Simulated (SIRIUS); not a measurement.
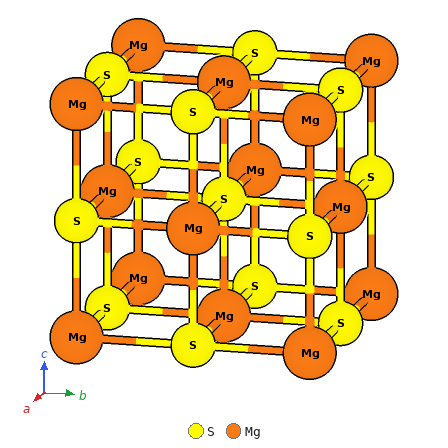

System: MgS, space group Fm-3m (No. 225). The picture shows the conventional cell.

The given structure:
```
CELL_PARAMETERS angstrom
0.00000 2.60165 2.60165
2.60165 0.00000 2.60165
2.60165 2.60165 0.00000
ATOMIC_POSITIONS crystal
S 0.50000 0.50000 0.50000
Mg 0.00000 0.00000 0.00000
```

Method: plane-wave DFT, no spin polarisation; energies at scaled volumes of the given cell, shape and fractions fixed, counted from the fit's minimum, third-order Birch-Murnaghan fit (SIRIUS 7.10.0). Level: PBE.

k mesh 6×6×6; occupations Fermi–Dirac; smearing width 0.05 eV; potentials jth pbe 2.0; wave cutoff 557.3 eV; density cutoff 5442 eV.

Predict the energy and pressure against volume. The volume takes the values 16.55, 16.91, 17.26, 17.61, 17.96, 18.31, 18.67 Å³/atom.

A third-order Birch–Murnaghan fit gives V0 = 17.94 Å³/atom, B0 = 76.8 GPa and B′ = 3.8. The energy is 29.39 meV/atom at volume 16.55 Å³/atom and 6.52 meV/atom at 18.67 Å³/atom; the lowest computed point is at volume 17.96 Å³/atom (0.00 meV/atom), in a single well. The pressure falls from 7.09 GPa at volume 16.55 Å³/atom to −2.90 GPa at 18.67 Å³/atom, and changes sign near 17.91 Å³/atom.

```
volume (Å³/atom)  energy (meV/atom)  pressure (GPa)
           16.55              29.39            7.09
           16.91              15.86            4.98
           17.26               6.73            3.08
           17.61               1.50            1.36
           17.96               0.00           -0.21
           18.31               1.80           -1.63
           18.67               6.52           -2.90
```

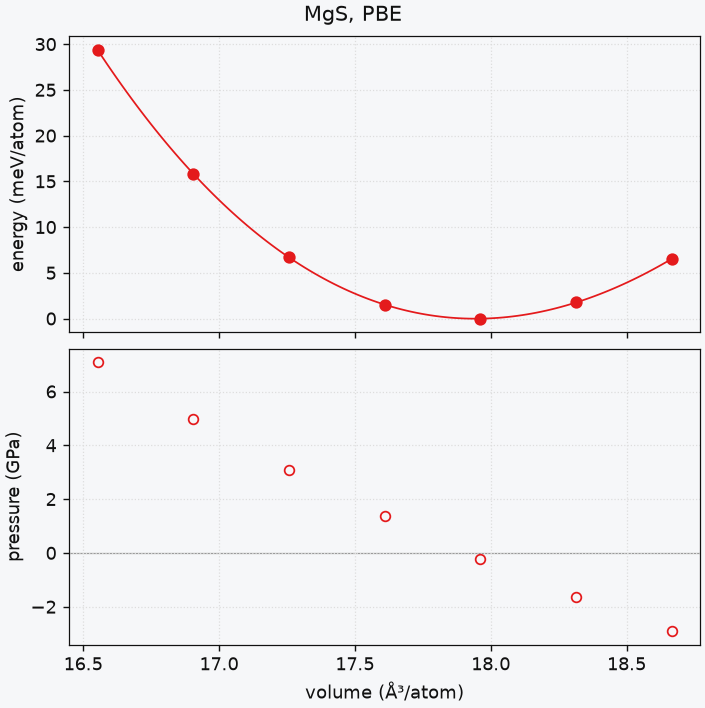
